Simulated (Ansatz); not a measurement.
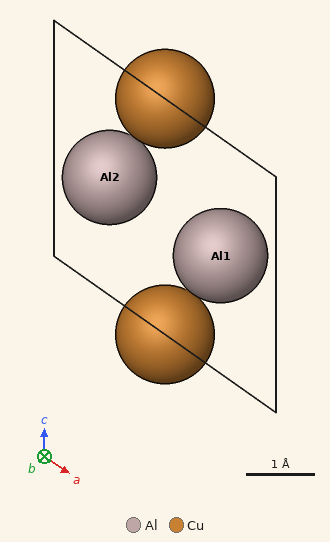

The structure as given in the input (spheres-only view of the cell of the calculation, along the b axis; atoms are numbered from 1 in the order of the input). An atom can appear more than once, as a periodic image.

# Geometry relaxation, with input and output: Al₂Cu

Al₂Cu (3 atoms in the cell), computed with DFT PBEsol, scalar-relativistic, plane waves, PAW, no spin polarisation (Ansatz 0.2.0).

The structure derives from a Materials Project entry. Figures and captions count atoms from 1; the log counts them from 0 in places.

The input:
```yaml
crystal:
  lattice:
    - [-2.0303375, 2.0303375, 2.851094]
    - [2.0303375, -2.0303375, 2.851094]
    - [2.0303375, 2.0303375, -2.851094]
  atoms:
    - { symbol: Al, position: [0.75, 0.25, 0.5] }
    - { symbol: Al, position: [0.25, 0.75, 0.5] }
    - { symbol: Cu, position: [0.5, 0.5, 0.0] }
basis:
  ecutwfc: 420
kpoints:
  mp_grid: { grid: [14, 14, 14] }
hamiltonian:
  xc: pbesol
scf:
  occupations: { method: gaussian, width: 0.1 }
output:
  forces: true
  stress: true
  eigenvalues: true
relax:
  adjacent_minimum: "off"
  f_tol: 0.005
  max_steps: 80
  cell: { stress_tol: 0.05 }
```

Launched with:
```bash
ansatz run input.yaml --threads 2 --pin off --max-ram 5120MiB --backend cpu --events-out ev --progress --plain --runs-dir out
```

What the program printed:
```
Engine: ansatz 0.2.0, aarch64-unknown-linux-gnu
Pseudopotentials: kind: paw
Pseudopotential: Al, paw, valence charge 3, recommended cutoff 420 eV (normal), Al.paw.azcp
Pseudopotential: Cu, paw, valence charge 19, recommended cutoff 420 eV (normal), Cu.paw.azcp
Functional definition: PBEsol
  exchange = pbesol_x
  correlation = pbesol_c
Crystal: 3 atoms, lattice volume = 47.012 Å³
Basis set: ecut = 420 eV, 925 PW (Γ), exchange–correlation on 60×60×60 points (8 copies of the dense FFT grid, shifted against one another)
Bands: 17, of which v1, the nominal top of the filled ones, is band 13 counted from 1 (12 counted from 0)
Symmetry: 16 space group operations
Space group: I4/mmm (ITA 139), of the structure as read, at distance tolerance 3.6e-5 Å
k-points: 244 of 2744
Non-local potential: Al, projectors of the file, l = 0: 2, l = 1: 2, l = 2: 1
Non-local potential: Cu, projectors of the file, l = 0: 3, l = 1: 2, l = 2: 3, l = 3: 1
PAW form: soft (Blöchl's): semilocal exchange-correlation on the pseudo side does not see the compensation charge
PAW frozen core: Al, regenerated for the run's functional, and the local potential with it (the file was generated under x = pbe(κ = 0.804, μ = 0.2195149727645171), c = pbe(β = 0.06672455060314922))
PAW frozen core: Cu, regenerated for the run's functional, and the local potential with it (the file was generated under x = pbe(κ = 0.804, μ = 0.2195149727645171), c = pbe(β = 0.06672455060314922))
PAW one-centre angular grid: Al, 110 points (default); XC on 64 Gauss nodes
PAW one-centre angular grid: Cu, 590 points (default); XC on 64 Gauss nodes
Initial density: superposition of atomic densities (neutral atoms: chi_scale 0, normalization atom), corrected by the library's trained network
Initial wavefunctions: pseudopotential atomic-orbital guess
Functional: x = pbesol(κ = 0.804, μ = 0.12345679012345678), c = pbesol(β = 0.046)
SCF iter   1: F=—  HF=-7638.419519 eV  |F-HF|=—  |Δ(HF+E_count)|=         —  Δρ=8.40e-3  dr2=1.83e-2  ethr=1.77e-3  ⟨swp⟩=5.2  Hψ=20938  notcnv=0
preconditioner: auto → Kerker (q_TF=auto, 2.456 Å⁻¹)  [metal: Δε(μ)=0.008 eV  Ē_g=8.415 eV  σ=0.100 eV  W_gap=0.04  n_scr=14 (ndim 8)  ℏωp=22.3 eV  f_vac=0.002  D(μ)=1.01/eV (n_scr^D=8)]
SCF iter   2: F=—  HF=-7638.416196 eV  |F-HF|=—  |Δ(HF+E_count)|=   3.32e-3  Δρ=1.21e-3  dr2=7.69e-4  ethr=7.32e-5  ⟨swp⟩=2.0  Hψ=8332  notcnv=0  defer=18
SCF iter   3: F=—  HF=-7638.416120 eV  |F-HF|=—  |Δ(HF+E_count)|=   7.58e-5  Δρ=1.04e-3  dr2=5.20e-4  ethr=3.08e-6  ⟨swp⟩=2.1  Hψ=5365  notcnv=0  defer=18
SCF iter   4: F=—  HF=-7638.416171 eV  |F-HF|=—  |Δ(HF+E_count)|=   5.07e-5  Δρ=3.66e-4  dr2=9.48e-5  ethr=2.08e-6  ⟨swp⟩=1.0  Hψ=4075  notcnv=0  defer=18
SCF iter   5: F=—  HF=-7638.416172 eV  |F-HF|=—  |Δ(HF+E_count)|=   1.39e-6  Δρ=6.52e-5  dr2=3.44e-6  ethr=3.79e-7  ⟨swp⟩=1.2  Hψ=4174  notcnv=0  defer=18
SCF iter   6: F=—  HF=-7638.416172 eV  |F-HF|=—  |Δ(HF+E_count)|=   2.91e-7  Δρ=3.02e-5  dr2=5.30e-7  ethr=1.38e-8  ⟨swp⟩=2.5  Hψ=6188  notcnv=0  defer=18
SCF iter   7: F=-7638.416172 eV  HF=-7638.416172 eV  |F-HF|=1.91e-8  |Δ(HF+E_count)|=   1.34e-7  Δρ=4.08e-6  dr2=9.78e-9  ethr=4.00e-10  ⟨swp⟩=4.8  Hψ=14624  notcnv=0
SCF 1 converged in 7 iterations: F = -7638.416172 eV  dr2 = 9.78e-9
  greatest PAW one-centre occupation: 1.000 electrons in one spin orbital (limit 2), on the Cu atom at site 2 (counted from 0), in its partial waves of l = 0
relax step   1: F+E_penalty+E_count = -7638.41617185 eV  Δ(F+E_penalty+E_count) = +0.000e0 eV  max|allowed force component| = 2.313e-18 eV/Å  Δτ_max = 0.0000 Å  P = -0.149 GPa  Ω = 47.012 Å³  (7 SCF iters, dr2 threshold 1.00e-7 eV, accepted)
Crystal: 3 atoms, lattice volume = 46.965 Å³
Basis set: ecut = 420 eV, 941 PW (Γ), exchange–correlation on 60×60×60 points (8 copies of the dense FFT grid, shifted against one another)
Initial density: handed on by an earlier stage of this run
Initial wavefunctions: those handed on with the density
iter 1 solved again at ethr=3.68e-7 eV; its pass at ethr=3.10e-3 eV (dr2=9.19e-5 eV) is discarded
SCF iter   1: F=—  HF=-7638.416669 eV  |F-HF|=—  |Δ(HF+E_count)|=         —  Δρ=4.43e-4  dr2=7.28e-5  ethr=3.68e-7  ⟨swp⟩=2.1  Hψ=22895  notcnv=0
preconditioner: auto → Kerker (q_TF=auto, 2.456 Å⁻¹)  [metal: Δε(μ)=0.043 eV  Ē_g=8.468 eV  σ=0.100 eV  W_gap=0.24  n_scr=14 (ndim 8)  ℏωp=22.3 eV  f_vac=0.000  D(μ)=1.02/eV (n_scr^D=8)]
SCF iter   2: F=—  HF=-7638.416656 eV  |F-HF|=—  |Δ(HF+E_count)|=   1.26e-5  Δρ=1.49e-4  dr2=9.92e-6  ethr=2.91e-7  ⟨swp⟩=2.4  Hψ=5404  notcnv=0
SCF iter   3: F=—  HF=-7638.416653 eV  |F-HF|=—  |Δ(HF+E_count)|=   2.67e-6  Δρ=1.01e-4  dr2=4.63e-6  ethr=3.97e-8  ⟨swp⟩=2.3  Hψ=6194  notcnv=0
iter 4 did not close the SCF: its close was put off for the readings that it lacked (scf_convergence_deferred on its scf_iter line)
SCF iter   4: F=-7638.416653 eV  HF=-7638.416653 eV  |F-HF|=6.10e-8  |Δ(HF+E_count)|=   8.64e-7  Δρ=2.40e-5  dr2=1.83e-7  ethr=1.85e-8  ⟨swp⟩=2.6  Hψ=6153  notcnv=0
iter 5 did not close the SCF: its close was put off for the readings that it lacked (scf_convergence_deferred on its scf_iter line)
SCF iter   5: F=-7638.416653 eV  HF=-7638.416653 eV  |F-HF|=2.37e-9  |Δ(HF+E_count)|=   2.65e-8  Δρ=2.31e-6  dr2=3.68e-9  ethr=7.33e-10  ⟨swp⟩=1.9  Hψ=5375  notcnv=0
SCF iter   6: F=-7638.416653 eV  HF=-7638.416653 eV  |F-HF|=3.04e-10  |Δ(HF+E_count)|=   2.16e-9  Δρ=8.27e-7  dr2=4.92e-10  ethr=1.47e-11  ⟨swp⟩=1.5  Hψ=11464  notcnv=0
SCF 2 converged in 6 iterations: F = -7638.416653 eV  dr2 = 4.92e-10
relax step   2: F+E_penalty+E_count = -7638.41665254 eV  Δ(F+E_penalty+E_count) = -4.807e-4 eV  max|allowed force component| = 6.939e-18 eV/Å  Δτ_max = 0.0000 Å  P = -0.048 GPa  Ω = 46.965 Å³  energy of the carried Pulay correction = +1.778e-5 eV  (6 SCF iters, dr2 threshold 3.00e-7 eV, accepted)
Crystal: 3 atoms, lattice volume = 46.943 Å³
iter 1 solved again at ethr=6.13e-8 eV; its pass at ethr=3.10e-3 eV (dr2=1.53e-5 eV) is discarded
SCF iter   1: F=—  HF=-7638.416697 eV  |F-HF|=—  |Δ(HF+E_count)|=         —  Δρ=1.90e-4  dr2=1.30e-5  ethr=6.13e-8  ⟨swp⟩=2.1  Hψ=22739  notcnv=0
preconditioner: auto → Kerker (q_TF=auto, 2.456 Å⁻¹)  [metal: Δε(μ)=0.047 eV  Ē_g=8.473 eV  σ=0.100 eV  W_gap=0.26  n_scr=14 (ndim 8)  ℏωp=22.3 eV  f_vac=0.000  D(μ)=1.02/eV (n_scr^D=8)]
SCF iter   2: F=—  HF=-7638.416694 eV  |F-HF|=—  |Δ(HF+E_count)|=   3.34e-6  Δρ=5.23e-5  dr2=1.26e-6  ethr=5.22e-8  ⟨swp⟩=2.3  Hψ=5306  notcnv=0
SCF iter   3: F=—  HF=-7638.416694 eV  |F-HF|=—  |Δ(HF+E_count)|=   4.18e-7  Δρ=3.91e-5  dr2=7.21e-7  ethr=5.02e-9  ⟨swp⟩=2.3  Hψ=6574  notcnv=0
SCF iter   4: F=—  HF=-7638.416694 eV  |F-HF|=—  |Δ(HF+E_count)|=   1.26e-7  Δρ=9.43e-6  dr2=2.86e-8  ethr=2.88e-9  ⟨swp⟩=2.7  Hψ=6141  notcnv=0
iter 5 did not close the SCF: its close was put off for the readings that it lacked (scf_convergence_deferred on its scf_iter line)
SCF iter   5: F=-7638.416694 eV  HF=-7638.416694 eV  |F-HF|=2.27e-10  |Δ(HF+E_count)|=   1.05e-9  Δρ=1.03e-6  dr2=7.50e-10  ethr=1.14e-10  ⟨swp⟩=2.3  Hψ=6060  notcnv=0
SCF iter   6: F=-7638.416694 eV  HF=-7638.416694 eV  |F-HF|=6.91e-11  |Δ(HF+E_count)|=  4.39e-10  Δρ=3.69e-7  dr2=1.15e-10  ethr=3.00e-12  ⟨swp⟩=2.0  Hψ=12637  notcnv=0
SCF 3 converged in 6 iterations: F = -7638.416694 eV  dr2 = 1.15e-10
relax step   3: F+E_penalty+E_count = -7638.41669359 eV  Δ(F+E_penalty+E_count) = -4.105e-5 eV  max|allowed force component| = 1.041e-17 eV/Å  Δτ_max = 0.0000 Å  P = +0.000 GPa  Ω = 46.943 Å³  energy of the carried Pulay correction = +2.604e-5 eV  (6 SCF iters, dr2 threshold 2.74e-8 eV, accepted)
Initial wavefunctions: pseudopotential atomic-orbital guess (no wavefunctions were taken with the density)
iter 1 solved again at ethr=4.02e-8 eV; its pass at ethr=3.10e-3 eV (dr2=1.01e-5 eV) is discarded
SCF iter   1: F=—  HF=-7638.416670 eV  |F-HF|=—  |Δ(HF+E_count)|=         —  Δρ=1.03e-4  dr2=1.05e-7  ethr=4.02e-8  ⟨swp⟩=3.0  Hψ=31911  notcnv=0
preconditioner: auto → Kerker (q_TF=auto, 2.456 Å⁻¹)  [metal: Δε(μ)=0.046 eV  Ē_g=8.474 eV  σ=0.100 eV  W_gap=0.26  n_scr=14 (ndim 8)  ℏωp=22.3 eV  f_vac=0.000  D(μ)=1.02/eV (n_scr^D=8)]
SCF iter   2: F=—  HF=-7638.416677 eV  |F-HF|=—  |Δ(HF+E_count)|=   6.99e-6  Δρ=5.24e-5  dr2=2.70e-8  ethr=4.19e-10  ⟨swp⟩=1.7  Hψ=4792  notcnv=0
SCF iter   3: F=—  HF=-7638.416678 eV  |F-HF|=—  |Δ(HF+E_count)|=   7.96e-7  Δρ=8.07e-7  dr2=1.39e-10  ethr=1.08e-10  ⟨swp⟩=1.0  Hψ=4148  notcnv=0
iter 4 did not close the SCF: its close was put off for the readings that it lacked (scf_convergence_deferred on its scf_iter line)
SCF iter   4: F=-7638.416678 eV  HF=-7638.416678 eV  |F-HF|=1.64e-11  |Δ(HF+E_count)|=  5.28e-11  Δρ=2.01e-7  dr2=1.95e-11  ethr=1.00e-12  ⟨swp⟩=2.2  Hψ=6419  notcnv=0
iter 5 did not close the SCF: its close was put off for the readings that it lacked (scf_convergence_deferred on its scf_iter line)
SCF iter   5: F=-7638.416678 eV  HF=-7638.416678 eV  |F-HF|=3.64e-12  |Δ(HF+E_count)|=    0.00e0  Δρ=1.00e-7  dr2=6.01e-12  ethr=1.00e-12  ⟨swp⟩=1.0  Hψ=4148  notcnv=0
iter 6 did not close the SCF: its close was put off for the readings that it lacked (scf_convergence_deferred on its scf_iter line)
SCF iter   6: F=-7638.416678 eV  HF=-7638.416678 eV  |F-HF|=0.00e0  |Δ(HF+E_count)|=  1.82e-12  Δρ=2.78e-8  dr2=4.36e-13  ethr=1.00e-12  ⟨swp⟩=1.0  Hψ=4148  notcnv=0
iter 7 did not close the SCF: its close was put off for the readings that it lacked (scf_convergence_deferred on its scf_iter line)
SCF iter   7: F=-7638.416678 eV  HF=-7638.416678 eV  |F-HF|=2.73e-12  |Δ(HF+E_count)|=  1.82e-12  Δρ=5.26e-9  dr2=2.83e-14  ethr=1.00e-12  ⟨swp⟩=1.0  Hψ=4148  notcnv=0
SCF iter   8: F=-7638.416678 eV  HF=-7638.416678 eV  |F-HF|=2.73e-12  |Δ(HF+E_count)|=    0.00e0  Δρ=2.63e-9  dr2=3.10e-15  ethr=1.00e-12  ⟨swp⟩=2.2  Hψ=12198  notcnv=0
SCF 4 converged in 8 iterations: F = -7638.416678 eV  dr2 = 3.10e-15
relax step   4: F+E_penalty+E_count = -7638.41667804 eV  Δ(F+E_penalty+E_count) = +1.555e-5 eV  max|allowed force component| = 8.095e-18 eV/Å  Δτ_max = 0.0000 Å  P = -0.000 GPa  Ω = 46.943 Å³  stress off target by 5.23e-3 GPa  SCF on the basis re-selected at this cell (its energy is not comparable with the rows above)  (8 SCF iters)
```

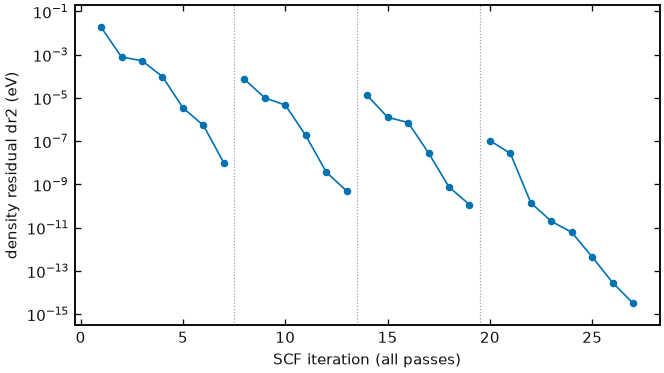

Convergence of the self-consistent field: density residual dr2 against the SCF iteration. The dotted lines part the SCF passes of the relaxation: geometry steps, rejected trials and re-solves on a re-selected basis. The passes take 7, 6, 6 and 8 iterations.

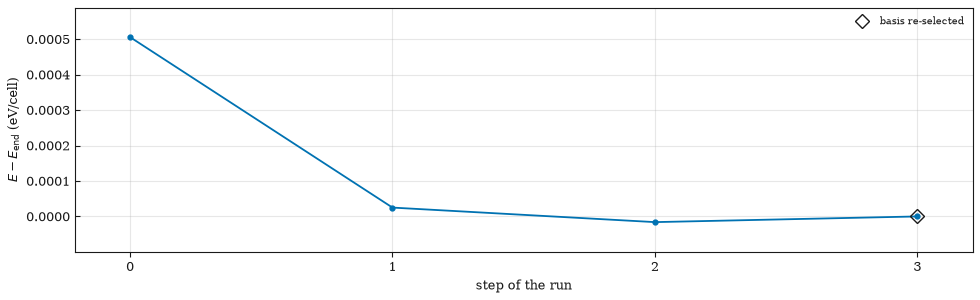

Progress of the relaxation, step by step (the first geometry is step 0 here and step 1 in the log). Over 2 geometry steps the energy falls by 0.5 meV per cell of the calculation. All forces vanish by symmetry, so only the cell relaxes. Pressure: −0.15 GPa at the start and 0.00 GPa at the end. The atoms keep their places relative to the cell (all moves are under 0.005 Å). The volume changes by −0.1 %, with a = b = c 4.046 → 4.049 Å (+0.1 %), α 119.8° → 120.0°, β 119.8° → 120.0°, γ 90.4° → 90.0°. The space group (tolerance 0.01 Å) goes from I4/mmm (No. 139) to Fm-3m (No. 225). A last SCF at the same geometry on a re-selected plane-wave basis shifts the energy by +0.0 meV per cell of the calculation. (Atoms are counted from 1 in the order of the input.)

```
basis re-selected at this cell: Δ(F+E_penalty+E_count) = +1.555e-5 eV, ΔP = -0.000 GPa vs the last step (what re-selecting the basis moved, of the pressure what is left beyond the Pulay correction that the steps carried, after the strain that the cell walked since its last selection, with what the two solves' SCF thresholds leave and, on support functions, any second-order correction that the steps lacked; it is no measure of the basis error at this ecutwfc). This SCF's stress stands 5.23e-3 GPa from its target on what of the cell is left free (relax.cell.stress_tol is 5.00e-2 GPa) and its largest allowed force component is 8.10e-18 eV/Å (relax.f_tol is 5.00e-3 eV/Å): within both
SCF converged after 8 iterations
Free energy (F): -7638.416678 eV
Harris-Foulkes:  -7638.416678 eV  (|F-HF|=2.73e-12)
Internal energy: -7638.411580 eV  (E = F + TS)
E sigma→0 (E₀):  -7638.414129 eV
Entropy (-TS):   -0.005098 eV (-1.699 meV/atom)
Fermi energy:    9.368407 eV
--- Per-component energies (eV) ---
  E_band       = -491.094488
  E_kinetic    = 346.905218
  E_local      = -5881.529338  (includes V_loc(G=0)·N_el)
  E_nonlocal   = 403.692697
  E_hartree    = 2629.855237
  E_xc         = -169.333480
  E_vxc        = -175.745921  (∫ρ·V_xc dr)
  E_paw        = -2528.909768  (= ΣΔE_a)
  E_vpaw       = -444.127841  (= ΣTr[D̂ρ^β])
  E_aug_tail   = 0.000228  (compensation charges beyond the density's cutoff)
  E_ewald      = -2439.336853
  E_core_change = 0.244480  (= ΣΔE_core)
  E_smearing   = -0.005098  (= −TS)
  E_closure    = 0.000000  (closes the sum)
  Σ components = -7638.416678   (vs F -7638.416678, Δ=0.00e0)
--- Forces (eV/Å), atoms counted from 1 ---
  atom   1  Al    -0.00000000     0.00000000     0.00000000
  atom   2  Al     0.00000000    -0.00000000     0.00000000
  atom   3  Cu    -0.00000000    -0.00000000     0.00000000
  max |Σ_I F_I| component: 6.94e-18 eV/Å
--- Stress (GPa, compression-positive) ---
       -0.002974       0.000000       0.000000
        0.000000      -0.002974      -0.000000
        0.000000       0.000000       0.005229
  P = ⅓ Tr σ = -0.0002 GPa (-0.002 kbar)
--- Band table (eV; the first three rows and the last of 244) ---
  k-point 0: bands = ["-104.2080", "-61.7063", "-61.7063", "-61.7063", "-0.9476", "4.7703", "4.7704", "4.7704", "5.3499", "5.3500", "12.2422", "12.2422", "12.2429", "12.3567", "12.3577", "12.3577", "13.7434"]
  k-point 1: bands = ["-104.2080", "-61.7063", "-61.7063", "-61.7063", "-0.8554", "4.7420", "4.7846", "4.7846", "5.3330", "5.3581", "11.1336", "11.1344", "11.8750", "11.9029", "13.5932", "13.5941", "14.3711"]
  k-point 2: bands = ["-104.2080", "-61.7063", "-61.7063", "-61.7063", "-0.5795", "4.6622", "4.8281", "4.8282", "5.2824", "5.3810", "10.1055", "10.1063", "10.9275", "11.2427", "13.3478", "14.9812", "14.9823"]
  k-point 243: bands = ["-104.2080", "-61.7064", "-61.7064", "-61.7064", "3.1859", "3.4510", "4.1893", "5.2855", "5.2855", "5.5155", "5.6129", "7.3582", "7.3582", "9.7951", "10.8695", "18.3805", "20.1016"]
--- Relaxed structure (3 steps of the walk, 3 accepted, 1 SCFs on fresh bases) ---
  F+E_penalty+E_count = -7638.41667804 eV   max|allowed force component| = 8.095e-18 eV/Å   (the final SCF, on the basis selected at the relaxed cell)
  cell:  # Å, volume = 46.9435 Å³
    - [-2.024631546832416, 2.024631546832416, 2.8630136658179794]
    - [2.024631546832416, -2.024631546832416, 2.8630136658179794]
    - [2.024631546832416, 2.024631546832416, -2.8630136658179794]
  atoms:
    - { symbol: Al, position: [0.75, 0.25, 0.5] }
    - { symbol: Al, position: [0.25, 0.75, 0.5] }
    - { symbol: Cu, position: [0.5, 0.5, -2.9601905735385876e-36] }
```

Trajectory as extended XYZ (Å, eV, eV/Å), 4 frames, from step=1 to step=4:
```
3
Lattice="-2.0303 2.0303 2.8511 2.0303 -2.0303 2.8511 2.0303 2.0303 -2.8511" Properties=species:S:1:pos:R:3:forces:R:3 step=1 energy=-7638.41617 pressure_GPa=-0.15
Al    0.0000    2.0303    1.4255    0.0000   0.0000   0.0000
Al    2.0303    0.0000    1.4255    0.0000   0.0000   0.0000
Cu    0.0000    0.0000    2.8511    0.0000   0.0000   0.0000
3
Lattice="-2.0261 2.0261 2.8601 2.0261 -2.0261 2.8601 2.0261 2.0261 -2.8601" Properties=species:S:1:pos:R:3:forces:R:3 step=2 energy=-7638.41665 pressure_GPa=-0.05
Al    0.0000    2.0261    1.4301    0.0000   0.0000   0.0000
Al    2.0261    0.0000    1.4301    0.0000   0.0000   0.0000
Cu    0.0000    0.0000    2.8601    0.0000   0.0000   0.0000
3
Lattice="-2.0246 2.0246 2.8630 2.0246 -2.0246 2.8630 2.0246 2.0246 -2.8630" Properties=species:S:1:pos:R:3:forces:R:3 step=3 energy=-7638.41669 pressure_GPa=0.00
Al    0.0000    2.0246    1.4315    0.0000   0.0000   0.0000
Al    2.0246    0.0000    1.4315    0.0000   0.0000   0.0000
Cu    0.0000    0.0000    2.8630    0.0000   0.0000   0.0000
3
Lattice="-2.0246 2.0246 2.8630 2.0246 -2.0246 2.8630 2.0246 2.0246 -2.8630" Properties=species:S:1:pos:R:3:forces:R:3 step=4 energy=-7638.41668 pressure_GPa=-0.00
Al    0.0000    2.0246    1.4315    0.0000   0.0000   0.0000
Al    2.0246    0.0000    1.4315    0.0000   0.0000   0.0000
Cu    0.0000    0.0000    2.8630    0.0000   0.0000   0.0000
```

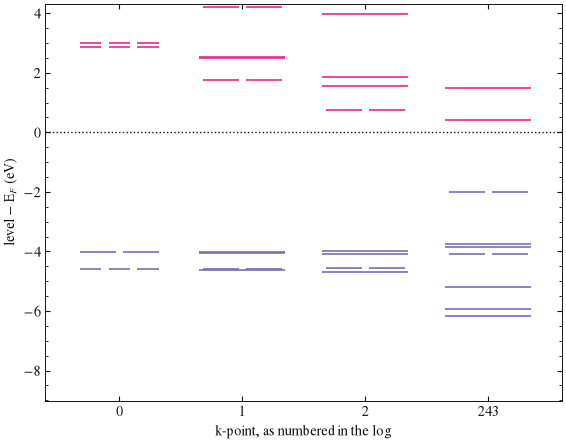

Kohn–Sham levels near the Fermi level (dotted) at the few k-points that the log prints; levels within 0.02 eV of each other stand side by side. The system is metallic on the full mesh.

Results in brief:

```csv
quantity,value
outcome,converged
space group (tolerance 0.01 Å),I4/mmm (139) → Fm-3m (225)
electrons treated,25
free energy,−7638.4167 eV
Fermi energy,9.368 eV
gap on the k-point mesh,none (metallic)
pressure,0.00 GPa
final volume,46.94 Å³
largest force (length of the vector) at the end,under 0.001 eV/Å
final cell,"a = 4.049 Å, b = 4.049 Å, c = 4.049 Å, α = 120.00°, β = 120.00°, γ = 90.00°"
hardware,"2 threads of Arm Neoverse V2, 24 GiB of memory available, shared host"
wall time,19 s (CPU time 38 s)
peak memory,0.47 GiB
```
